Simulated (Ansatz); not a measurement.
Run report: ZnS, geometry relaxation (part 1 of 2)

ZnS (P6₃mc, 8 atoms in the cell), computed with DFT PBE, scalar-relativistic, plane waves, PAW, no spin polarisation (Ansatz 0.2.0).

The structure derives from a Materials Project entry.

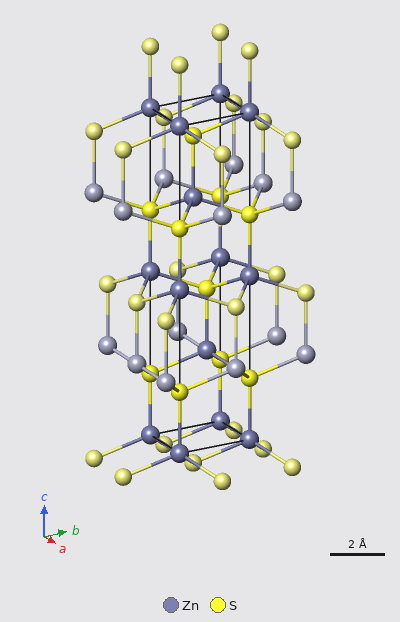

Fig. 1: The input geometry (ball-and-stick view of the cell of the calculation, seen slightly off an axis; neighbours outside the cell are drawn fainter). An atom can appear more than once, as a periodic image. Near neighbours in the periodic cell (some may lie outside the picture): Zn has 4 S at 2.33 to 2.34 Å; S has 4 Zn at 2.33 to 2.34 Å.

## Results in brief

- outcome: converged
- space group (tolerance 0.01 Å): P6₃mc (186)
- electrons treated: 72
- free energy: −16890.9270 eV
- Fermi energy: 6.542 eV
- gap on the k-point mesh: 2.05 eV
- pressure: 0.05 GPa
- final volume: 161.27 Å³
- largest force (length of the vector) at the end: 0.001 eV/Å
- final cell: a = 3.846 Å, b = 3.846 Å, c = 12.589 Å, α = 90.00°, β = 90.00°, γ = 120.00°
- hardware: 4 threads of Intel Xeon @ 2.50GHz (Skylake/Cascade Lake), 189 GiB of memory available, shared host
- wall time: 94 s (CPU time 5.8 min)
- peak memory: 0.69 GiB

## The input
```yaml
crystal:
  lattice:
    - [3.8089500615, 0.0, 0.0]
    - [-1.9044750307, 3.298647515, 0.0]
    - [0.0, 0.0, 12.45259869]
  atoms:
    - { symbol: Zn, position: [0.66666667, 0.33333333, 0.7499255] }
    - { symbol: Zn, position: [0.33333333, 0.66666667, 0.2499255] }
    - { symbol: Zn, position: [0.0, 0.0, 0.5000013] }
    - { symbol: Zn, position: [0.0, 0.0, 1.3e-06] }
    - { symbol: S, position: [0.66666667, 0.33333333, 0.93773152] }
    - { symbol: S, position: [0.33333333, 0.66666667, 0.43773152] }
    - { symbol: S, position: [0.0, 0.0, 0.68734068] }
    - { symbol: S, position: [0.0, 0.0, 0.18734068] }
basis:
  ecutwfc: 420
kpoints:
  mp_grid: { grid: [12, 12, 4] }
hamiltonian:
  xc: pbe
scf:
  occupations: { method: gaussian, width: 0.02 }
output:
  forces: true
  stress: true
  eigenvalues: true
  write_density: true
  write_potential: true
  elf: true
  volumetric_format: npy
relax:
  adjacent_minimum: "off"
  f_tol: 0.005
  max_steps: 80
  cell: { stress_tol: 0.05 }
```

Command:
```bash
ansatz run input.yaml --threads 4 --pin off --max-ram 10240MiB --backend cpu --events-out ev --progress --plain --runs-dir out
```

## Log
```
Engine: ansatz 0.2.0, x86_64-unknown-linux-gnu
Pseudopotentials: kind: paw
Pseudopotential: Zn, paw, valence charge 12, recommended cutoff 420 eV (normal), Zn.paw.azcp
Pseudopotential: S, paw, valence charge 6, recommended cutoff 420 eV (normal), S.paw.azcp
Functional definition: PBE
  parameter kappa = 0.804
  parameter beta = 0.06672455060314922
  exchange = pbe_x(kappa = kappa, mu = beta*pi^2/3)
  correlation = pbe_c(beta = beta)
Crystal: 8 atoms, lattice volume = 156.459 Å³
Basis set: ecut = 420 eV, 3041 PW (Γ), exchange–correlation on 54×54×180 points (8 copies of the dense FFT grid, shifted against one another)
Bands: 44, of which v1, the nominal top of the filled ones, is band 36 counted from 1 (35 counted from 0)
Symmetry: 12 space group operations
Space group: P63mc (ITA 186), of the structure as read, at distance tolerance 5.4e-5 Å
k-points: 57 of 576 (time reversal used)
Non-local potential: Zn, projectors of the file, l = 0: 2, l = 1: 2, l = 2: 3, l = 3: 1
Non-local potential: S, projectors of the file, l = 0: 2, l = 1: 2, l = 2: 2
PAW form: soft (Blöchl's): semilocal exchange-correlation on the pseudo side does not see the compensation charge
PAW one-centre angular grid: Zn, 590 points (default); XC on 64 Gauss nodes
PAW one-centre angular grid: S, 110 points (default); XC on 64 Gauss nodes
Initial density: superposition of atomic densities (neutral atoms: chi_scale 0, normalization atom), corrected by the library's trained network
Initial wavefunctions: pseudopotential atomic-orbital guess
Functional: x = pbe(κ = 0.804, μ = 0.2195149727645171), c = pbe(β = 0.06672455060314922)
SCF iter   1: F=—  HF=-16890.891302 eV  |F-HF|=—  |Δ(HF+E_count)|=         —  Δρ=6.06e-4  dr2=8.39e-4  ethr=1.77e-3  ⟨swp⟩=9.1  Hψ=11102  notcnv=0  defer=1
preconditioner: auto → Resta (q_TF=auto, 2.397 Å⁻¹)  ε∞=6.6  [insulator: Δε(μ)=2.181 eV  Ē_g=10.673 eV  σ=0.020 eV  W_gap=1.00  n_scr=38 (ndim 8)  ℏωp=25.2 eV  f_vac=0.032  D(μ)=0.00/eV (n_scr^D=0)  ε∞_Penn≈6.6]
SCF iter   2: F=—  HF=-16890.892597 eV  |F-HF|=—  |Δ(HF+E_count)|=   1.29e-3  Δρ=5.04e-4  dr2=3.56e-4  ethr=1.17e-6  ⟨swp⟩=3.2  Hψ=6157  notcnv=0  defer=83
SCF iter   3: F=—  HF=-16890.892711 eV  |F-HF|=—  |Δ(HF+E_count)|=   1.14e-4  Δρ=2.20e-4  dr2=6.48e-5  ethr=4.95e-7  ⟨swp⟩=2.0  Hψ=4179  notcnv=0  defer=83
SCF iter   4: F=—  HF=-16890.892563 eV  |F-HF|=—  |Δ(HF+E_count)|=   1.48e-4  Δρ=7.26e-5  dr2=9.36e-6  ethr=8.99e-8  ⟨swp⟩=2.0  Hψ=4207  notcnv=0  defer=83
SCF iter   5: F=—  HF=-16890.892563 eV  |F-HF|=—  |Δ(HF+E_count)|=   1.08e-7  Δρ=2.90e-5  dr2=2.54e-6  ethr=1.30e-8  ⟨swp⟩=2.0  Hψ=3038  notcnv=0  defer=83
SCF iter   6: F=—  HF=-16890.892563 eV  |F-HF|=—  |Δ(HF+E_count)|=   5.59e-7  Δρ=1.21e-5  dr2=3.74e-7  ethr=3.53e-9  ⟨swp⟩=2.4  Hψ=3687  notcnv=0  defer=83
SCF iter   7: F=-16890.892563 eV  HF=-16890.892563 eV  |F-HF|=3.42e-8  |Δ(HF+E_count)|=   9.75e-8  Δρ=5.27e-6  dr2=3.24e-8  ethr=1.39e-10  ⟨swp⟩=13.2  Hψ=18716  notcnv=0
SCF 1 converged in 7 iterations: F = -16890.892563 eV  dr2 = 3.24e-8
  greatest PAW one-centre occupation: 0.983 electrons in one spin orbital (limit 2), on the Zn atom at site 2 (counted from 0), in its partial waves of l = 2
relax step   1: F+E_penalty+E_count = -16890.89256335 eV  Δ(F+E_penalty+E_count) = +0.000e0 eV  max|allowed force component| = 1.296e-2 eV/Å  Δτ_max = 0.0000 Å  P = +2.300 GPa  Ω = 156.459 Å³  (7 SCF iters, dr2 threshold 1.00e-7 eV, accepted)
Crystal: 8 atoms, lattice volume = 159.319 Å³
Basis set: ecut = 420 eV, 3089 PW (Γ), exchange–correlation on 54×54×180 points (8 copies of the dense FFT grid, shifted against one another)
Initial density: handed on by an earlier stage of this run
Initial wavefunctions: those handed on with the density
iter 1 solved again at ethr=1.42e-6 eV; its pass at ethr=3.10e-3 eV (dr2=1.02e-3 eV) is discarded
SCF iter   1: F=—  HF=-16890.920230 eV  |F-HF|=—  |Δ(HF+E_count)|=         —  Δρ=8.28e-4  dr2=1.00e-3  ethr=1.42e-6  ⟨swp⟩=2.1  Hψ=12387  notcnv=0
preconditioner: auto → Resta (q_TF=auto, 2.390 Å⁻¹)  ε∞=6.6  [insulator: Δε(μ)=2.102 eV  Ē_g=10.590 eV  σ=0.020 eV  W_gap=1.00  n_scr=38 (ndim 8)  ℏωp=25.0 eV  f_vac=0.036  D(μ)=0.00/eV (n_scr^D=0)  ε∞_Penn≈6.6]
SCF iter   2: F=—  HF=-16890.920080 eV  |F-HF|=—  |Δ(HF+E_count)|=   1.50e-4  Δρ=3.96e-4  dr2=3.17e-4  ethr=1.40e-6  ⟨swp⟩=2.0  Hψ=4375  notcnv=0
SCF iter   3: F=—  HF=-16890.919970 eV  |F-HF|=—  |Δ(HF+E_count)|=   1.10e-4  Δρ=3.36e-4  dr2=1.01e-4  ethr=4.40e-7  ⟨swp⟩=2.0  Hψ=4321  notcnv=0
SCF iter   4: F=—  HF=-16890.919938 eV  |F-HF|=—  |Δ(HF+E_count)|=   3.21e-5  Δρ=7.44e-5  dr2=1.24e-5  ethr=1.41e-7  ⟨swp⟩=2.0  Hψ=4332  notcnv=0
SCF iter   5: F=—  HF=-16890.919950 eV  |F-HF|=—  |Δ(HF+E_count)|=   1.22e-5  Δρ=2.21e-5  dr2=9.65e-7  ethr=1.72e-8  ⟨swp⟩=2.2  Hψ=4490  notcnv=0
SCF iter   6: F=-16890.919953 eV  HF=-16890.919952 eV  |F-HF|=7.46e-8  |Δ(HF+E_count)|=   2.02e-6  Δρ=5.16e-6  dr2=3.12e-8  ethr=1.11e-9  ⟨swp⟩=11.0  Hψ=19024  notcnv=0
SCF 2 converged in 6 iterations: F = -16890.919953 eV  dr2 = 3.12e-8
  greatest PAW one-centre occupation: 0.983 electrons in one spin orbital (limit 2), on the Zn atom at site 3 (counted from 0), in its partial waves of l = 2
relax step   2: F+E_penalty+E_count = -16890.91995254 eV  Δ(F+E_penalty+E_count) = -2.739e-2 eV  max|allowed force component| = 7.046e-3 eV/Å  Δτ_max = 0.0011 Å  P = +0.917 GPa  Ω = 159.319 Å³  energy of the carried Pulay correction = -1.208e-3 eV  (6 SCF iters, dr2 threshold 8.00e-7 eV, accepted)
Crystal: 8 atoms, lattice volume = 161.274 Å³
Basis set: ecut = 420 eV, 3139 PW (Γ), exchange–correlation on 54×54×180 points (8 copies of the dense FFT grid, shifted against one another)
iter 1 solved again at ethr=1.04e-6 eV; its pass at ethr=3.10e-3 eV (dr2=7.51e-4 eV) is discarded
SCF iter   1: F=—  HF=-16890.925157 eV  |F-HF|=—  |Δ(HF+E_count)|=         —  Δρ=5.27e-4  dr2=4.25e-4  ethr=1.04e-6  ⟨swp⟩=2.0  Hψ=11822  notcnv=0
preconditioner: auto → Resta (q_TF=auto, 2.385 Å⁻¹)  ε∞=6.5  [insulator: Δε(μ)=2.049 eV  Ē_g=10.534 eV  σ=0.020 eV  W_gap=1.00  n_scr=38 (ndim 8)  ℏωp=24.8 eV  f_vac=0.037  D(μ)=0.00/eV (n_scr^D=0)  ε∞_Penn≈6.5]
SCF iter   2: F=—  HF=-16890.924956 eV  |F-HF|=—  |Δ(HF+E_count)|=   2.01e-4  Δρ=2.61e-4  dr2=1.38e-4  ethr=5.90e-7  ⟨swp⟩=2.0  Hψ=4252  notcnv=0
SCF iter   3: F=—  HF=-16890.924968 eV  |F-HF|=—  |Δ(HF+E_count)|=   1.27e-5  Δρ=2.04e-4  dr2=3.83e-5  ethr=1.91e-7  ⟨swp⟩=2.0  Hψ=4316  notcnv=0
SCF iter   4: F=—  HF=-16890.924957 eV  |F-HF|=—  |Δ(HF+E_count)|=   1.14e-5  Δρ=4.91e-5  dr2=5.32e-6  ethr=5.32e-8  ⟨swp⟩=2.0  Hψ=4332  notcnv=0
SCF iter   5: F=-16890.924963 eV  HF=-16890.924962 eV  |F-HF|=9.07e-7  |Δ(HF+E_count)|=   4.93e-6  Δρ=1.61e-5  dr2=4.84e-7  ethr=1.11e-9  ⟨swp⟩=7.2  Hψ=18516  notcnv=0
SCF 3 converged in 5 iterations: F = -16890.924963 eV  dr2 = 4.84e-7
  greatest PAW one-centre occupation: 0.984 electrons in one spin orbital (limit 2), on the Zn atom at site 2 (counted from 0), in its partial waves of l = 2
relax step   3: F+E_penalty+E_count = -16890.92496276 eV  Δ(F+E_penalty+E_count) = -5.010e-3 eV  max|allowed force component| = 5.789e-4 eV/Å  Δτ_max = 0.0004 Å  P = +0.045 GPa  Ω = 161.274 Å³  energy of the carried Pulay correction = -2.020e-3 eV  (5 SCF iters, dr2 threshold 8.00e-7 eV, accepted)
Initial wavefunctions: pseudopotential atomic-orbital guess (no wavefunctions were taken with the density)
iter 1 solved again at ethr=1.65e-7 eV; its pass at ethr=3.10e-3 eV (dr2=1.18e-4 eV) is discarded
SCF iter   1: F=—  HF=-16890.924780 eV  |F-HF|=—  |Δ(HF+E_count)|=         —  Δρ=2.42e-4  dr2=2.86e-6  ethr=1.65e-7  ⟨swp⟩=3.1  Hψ=18320  notcnv=0
preconditioner: auto → Resta (q_TF=auto, 2.385 Å⁻¹)  ε∞=6.5  [insulator: Δε(μ)=2.051 eV  Ē_g=10.533 eV  σ=0.020 eV  W_gap=1.00  n_scr=38 (ndim 8)  ℏωp=24.8 eV  f_vac=0.036  D(μ)=0.00/eV (n_scr^D=0)  ε∞_Penn≈6.5]
SCF iter   2: F=—  HF=-16890.926376 eV  |F-HF|=—  |Δ(HF+E_count)|=   1.60e-3  Δρ=1.38e-4  dr2=4.06e-6  ethr=3.97e-9  ⟨swp⟩=2.0  Hψ=4492  notcnv=0
SCF iter   3: F=—  HF=-16890.926865 eV  |F-HF|=—  |Δ(HF+E_count)|=   4.89e-4  Δρ=5.25e-5  dr2=2.75e-7  ethr=3.97e-9  ⟨swp⟩=2.0  Hψ=4178  notcnv=0
SCF iter   4: F=—  HF=-16890.926970 eV  |F-HF|=—  |Δ(HF+E_count)|=   1.05e-4  Δρ=4.57e-6  dr2=2.82e-8  ethr=3.82e-10  ⟨swp⟩=2.0  Hψ=4521  notcnv=0
SCF iter   5: F=—  HF=-16890.926971 eV  |F-HF|=—  |Δ(HF+E_count)|=   3.43e-7  Δρ=2.08e-6  dr2=1.11e-8  ethr=3.92e-11  ⟨swp⟩=2.0  Hψ=4421  notcnv=0
SCF iter   6: F=—  HF=-16890.926971 eV  |F-HF|=—  |Δ(HF+E_count)|=   3.01e-8  Δρ=8.95e-7  dr2=1.79e-9  ethr=1.54e-11  ⟨swp⟩=2.0  Hψ=4458  notcnv=0
SCF iter   7: F=—  HF=-16890.926971 eV  |F-HF|=—  |Δ(HF+E_count)|=   7.41e-9  Δρ=1.09e-6  dr2=1.07e-9  ethr=2.49e-12  ⟨swp⟩=2.0  Hψ=4560  notcnv=0
SCF iter   8: F=-16890.926971 eV  HF=-16890.926971 eV  |F-HF|=8.16e-9  |Δ(HF+E_count)|=   8.59e-9  Δρ=4.81e-7  dr2=2.82e-11  ethr=1.00e-12  ⟨swp⟩=4.9  Hψ=13854  notcnv=0
SCF 4 converged in 8 iterations: F = -16890.926971 eV  dr2 = 2.82e-11
relax step   4: F+E_penalty+E_count = -16890.92697083 eV  Δ(F+E_penalty+E_count) = -2.008e-3 eV  max|allowed force component| = 5.707e-4 eV/Å  Δτ_max = 0.0000 Å  P = +0.045 GPa  Ω = 161.274 Å³  stress off target by 4.57e-2 GPa  SCF on the basis re-selected at this cell (its energy is not comparable with the rows above)  (8 SCF iters)
```

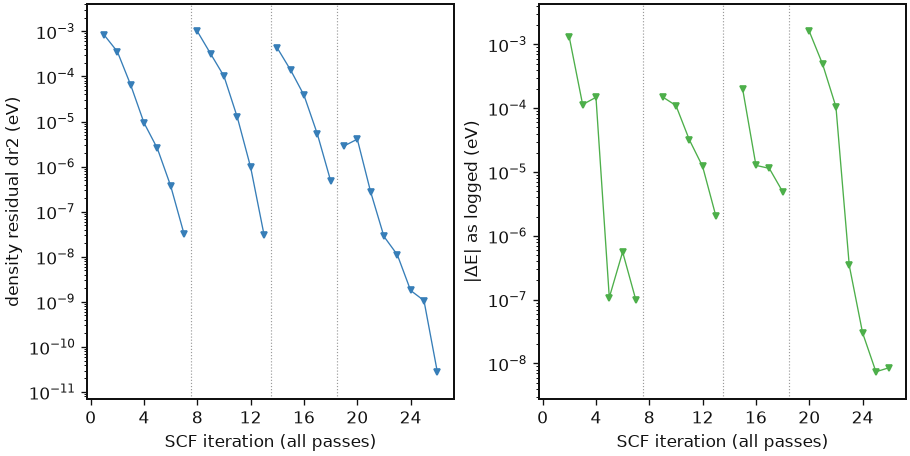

Fig. 2: Convergence of the self-consistent field: density residual dr2 and size of the energy change against the SCF iteration. The dotted lines part the SCF passes of the relaxation: geometry steps, rejected trials and re-solves on a re-selected basis. The passes take 7, 6, 5 and 8 iterations.

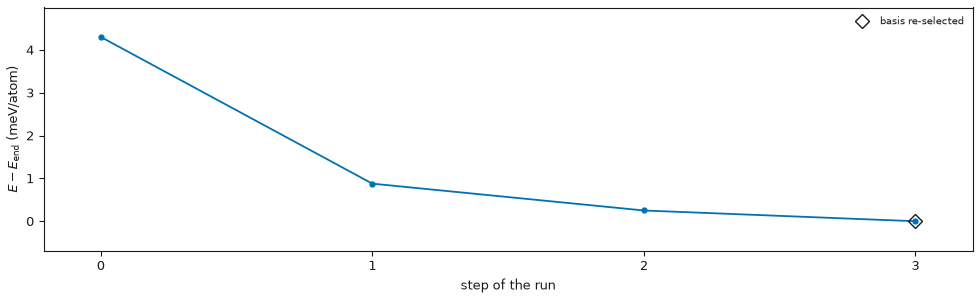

Fig. 3: Progress of the relaxation, step by step (the first geometry is step 0 here and step 1 in the log).

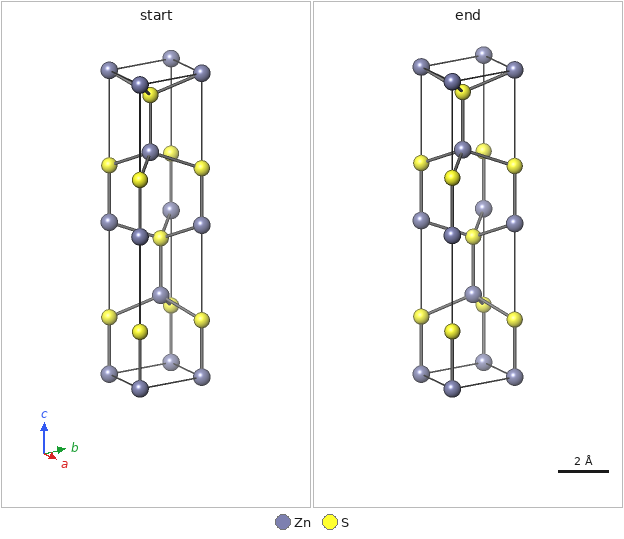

Fig. 4: Before (left) and after (right) the relaxation, at one scale (ball-and-stick view of the cell of the calculation, seen slightly off an axis). The energy falls by 4.1 meV per atom in 2 geometry steps. The largest force component goes from 0.013 to 0.00057 eV/Å. Pressure: 2.30 GPa at the start and 0.05 GPa at the end. No atom moves by more than 0.005 Å relative to the cell. The drawn cell changes as follows: a = b 3.809 → 3.846 Å (+1.0 %), c 12.453 → 12.589 Å (+1.1 %); the volume changes by +3.1 %. Among the contacts that change: Zn1–S7 2.333 → 2.357 Å, Zn1–S5 2.339 → 2.361 Å. The space group stays P6_3mc (No. 186). A last SCF at the same geometry on a re-selected plane-wave basis shifts the energy by −0.3 meV per atom. (Atoms are counted from 1 in the order of the input.)
